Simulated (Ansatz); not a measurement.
# LiGa16O24 (cell with a defect): what the fields show

Input

```
crystal:
  lattice:
    - [-4.8290928649, -1.5416333701, -5.7151521778]
    - [-6.2270640138, 4.6249001104, -0.0062293264]
    - [1.397971149, 6.1665334805, -5.7089228514]
  atoms:
    - { symbol: Ga, position: [0.6509655799, 0.6660407054, 0.6632108659] }
    - { symbol: Ga, position: [0.9009655799, 0.4160407054, 0.4132108659] }
    - { symbol: Ga, position: [0.1509655799, 0.1660407054, 0.1632108659] }
    - { symbol: Ga, position: [0.4009655799, 0.9160407054, 0.9132108659] }
    - { symbol: Ga, position: [0.5990344201, 0.0839592946, 0.0867891341] }
    - { symbol: Ga, position: [0.8490344201, 0.8339592946, 0.8367891341] }
    - { symbol: Ga, position: [0.0990344201, 0.5839592946, 0.5867891341] }
    - { symbol: Ga, position: [0.3490344201, 0.3339592946, 0.3367891341] }
    - { symbol: Ga, position: [0.4580480146, 0.7275030926, 0.3233251663], spin: 0.143 }
    - { symbol: Ga, position: [0.7317513833, 0.4649153068, 0.0838613545], spin: 0.143 }
    - { symbol: Ga, position: [0.9648084014, 0.2150436809, 0.8299193397] }
    - { symbol: Ga, position: [0.2148084014, 0.9650436809, 0.5799193397] }
    - { symbol: Ga, position: [0.7851915986, 0.0349563191, 0.4200806603] }
    - { symbol: Ga, position: [0.0351915986, 0.7849563191, 0.1700806603] }
    - { symbol: Ga, position: [0.2851915986, 0.5349563191, 0.9200806603] }
    - { symbol: Ga, position: [0.5351915986, 0.2849563191, 0.6700806603] }
    - { symbol: O, position: [0.5003632193, 0.4916869295, 0.7563256077] }
    - { symbol: O, position: [0.7503632193, 0.2416869295, 0.5063256077] }
    - { symbol: O, position: [0.0003632193, 0.9916869295, 0.2563256077] }
    - { symbol: O, position: [0.2503632193, 0.7416869295, 0.0063256077] }
    - { symbol: O, position: [0.7496367807, 0.2583130705, 0.9936743923] }
    - { symbol: O, position: [0.9996367807, 0.0083130705, 0.7436743923] }
    - { symbol: O, position: [0.2496367807, 0.7583130705, 0.4936743923] }
    - { symbol: O, position: [0.5158328742, 0.4963172387, 0.2379849334], spin: 0.143 }
    - { symbol: O, position: [0.412440262, 0.9349517816, 0.1518962293] }
    - { symbol: O, position: [0.662440262, 0.6849517816, 0.9018962293] }
    - { symbol: O, position: [0.912440262, 0.4349517816, 0.6518962293] }
    - { symbol: O, position: [0.162440262, 0.1849517816, 0.4018962293] }
    - { symbol: O, position: [0.837559738, 0.8150482184, 0.5981037707] }
    - { symbol: O, position: [0.087559738, 0.5650482184, 0.3481037707] }
    - { symbol: O, position: [0.337559738, 0.3150482184, 0.0981037707] }
    - { symbol: O, position: [0.587559738, 0.0650482184, 0.8481037707] }
    - { symbol: O, position: [0.0727681928, 0.6002147927, 0.8180309537] }
    - { symbol: O, position: [0.3227681928, 0.3502147927, 0.5680309537] }
    - { symbol: O, position: [0.5727681928, 0.1002147927, 0.3180309537] }
    - { symbol: O, position: [0.8139071008, 0.8541263531, 0.0756973877], spin: 0.143 }
    - { symbol: O, position: [0.1772318072, 0.1497852073, 0.9319690463] }
    - { symbol: O, position: [0.4272318072, 0.8997852073, 0.6819690463] }
    - { symbol: O, position: [0.6815842083, 0.6556267828, 0.4360726634], spin: 0.143 }
    - { symbol: O, position: [0.9367459611, 0.4007074065, 0.1818675042], spin: 0.143 }
    - { symbol: Li, position: [0.7146414346, 0.6428070157, 0.2032490224], spin: 0.143 }
  host:
    lattice:
      - [6.2270640138, -1.5416333701, 0.0062293264]
      - [6.2270640138, 1.5416333701, 0.0062293264]
      - [-1.397971149, 0.0, 5.7089228514]
    atoms:
      - { symbol: Ga, position: [0.3414968574, 0.3414968574, 0.6858235542] }
      - { symbol: Ga, position: [0.6585031426, 0.6585031426, 0.3141764458] }
      - { symbol: Ga, position: [0.9100739588, 0.9100739588, 0.2052722589] }
      - { symbol: Ga, position: [0.0899260412, 0.0899260412, 0.7947277411] }
      - { symbol: O, position: [0.5039749256, 0.5039749256, 0.743311173] }
      - { symbol: O, position: [0.4960250744, 0.4960250744, 0.256688827] }
      - { symbol: O, position: [0.8263039782, 0.8263039782, 0.4356635088] }
      - { symbol: O, position: [0.1736960218, 0.1736960218, 0.5643364912] }
      - { symbol: O, position: [0.1635085073, 0.1635085073, 0.1092008536] }
      - { symbol: O, position: [0.8364914927, 0.8364914927, 0.8907991464] }
basis:
  ecutwfc: 420
  xc_grid: 2
kpoints:
  mp_grid: { grid: [2, 2, 2], shift: [0.5, 0.5, 0.5] }
hamiltonian:
  xc: pbe
scf:
  occupations: { method: gaussian, width: 0.02 }
  lower_state_search: "off"
output:
  forces: true
  stress: false
  eigenvalues: true
  populations: true
  charged_corrections:
    defect_position: [0.7172619, 0.63988095, 0.19940476]
    epsilon:
      - [11.4967, 0.0, -0.5625]
      - [0.0, 11.6406, 0.0]
      - [-0.5625, 0.0, 13.7955]
  write_density: true
  write_potential: true
  elf: true
  volumetric_format: npy
magnetization:
  spin_polarized: true
relax:
  adjacent_minimum: "off"
  f_tol: 0.03
  max_steps: 40
```

Run with:

```sh
ansatz run input.yaml --threads 8 --pin off --max-ram 16384MiB --backend cpu --events-out ev --progress --plain --runs-dir out
```

The fields are those of the run's last geometry, not of the input's.

The program warned that a starting moment wasn't kept; spin-polarised, but the moments vanished.

These are results of DFT PBE, scalar-relativistic, plane waves, PAW (Ansatz 0.2.0), not measurements.

The density is the valence pseudo-density of a PAW calculation; it isn't the true density close to the nuclei.

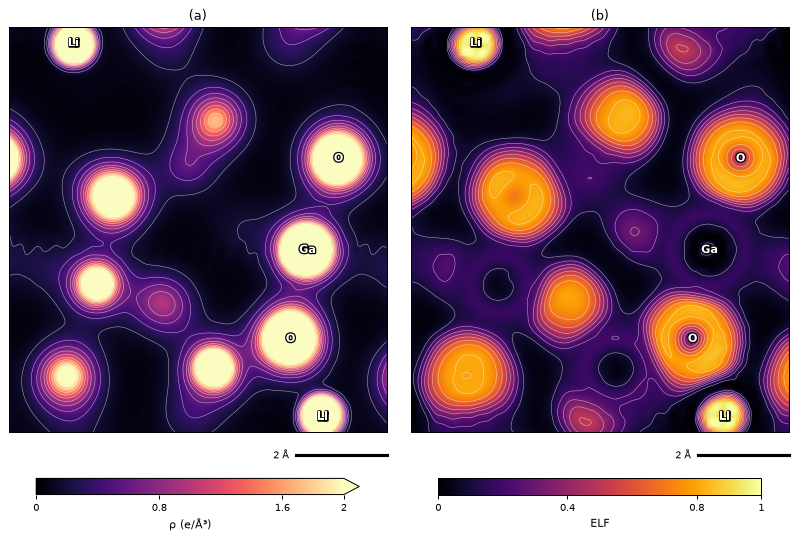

Figure 1. (a) valence electron density; (b) electron localisation function on the (010) plane of the calculation cell.

Interpret the plot.

Answer.
- The section cuts through Ga, O and Li sites.
- Atoms just off the plane (Ga, 0.4 Å away and O, 0.4 Å away) can leave unmarked features too.
- Li–O (1.85 Å): the density is about 0.48 e/Å³ at the midpoint; the ELF peaks at about 0.85 in the valence shell of O, 0.6 Å from its nucleus, and is about 0.55 at the midpoint.
- Ga–O (2.01 Å): the density is about 0.58 e/Å³ at the midpoint; the ELF peaks at about 0.85 in the valence shell of O, 0.6 Å from its nucleus, and is about 0.30 at the midpoint.
- Between the atoms the lowest density in this plane is 0.03 e/Å³.
- The features right at Li lie inside the PAW spheres, where the map follows smoothed inner orbitals and isn't to be read closely.

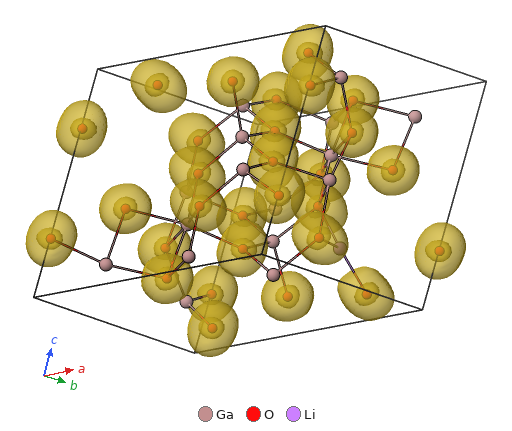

Figure 2. Isosurface of the electron localisation function at 0.7 (yellow), seen at an oblique angle. Only the valence region is drawn (cores and ρ < 0.01 e/Å³ removed). Sticks mark near contacts.

Describe the localisation domains.

Answer. The surface consists of 24 regions wrapped around O (the valence shell of each), counted in one cell of 41 atoms. Any copies at cell faces, edges or corners count once. Profiles from the grid: Li–O (1.76 Å): the ELF peaks at about 0.85 in the valence shell of O, 0.6 Å from its nucleus, and is about 0.65 at the midpoint. Ga–O (1.83 Å): the ELF peaks at about 0.80 in the valence shell of O, 0.6 Å from its nucleus, and is about 0.40 at the midpoint.

Does the calculation give a band gap?

Answer. It is gapless in this calculation (a metal or semimetal).
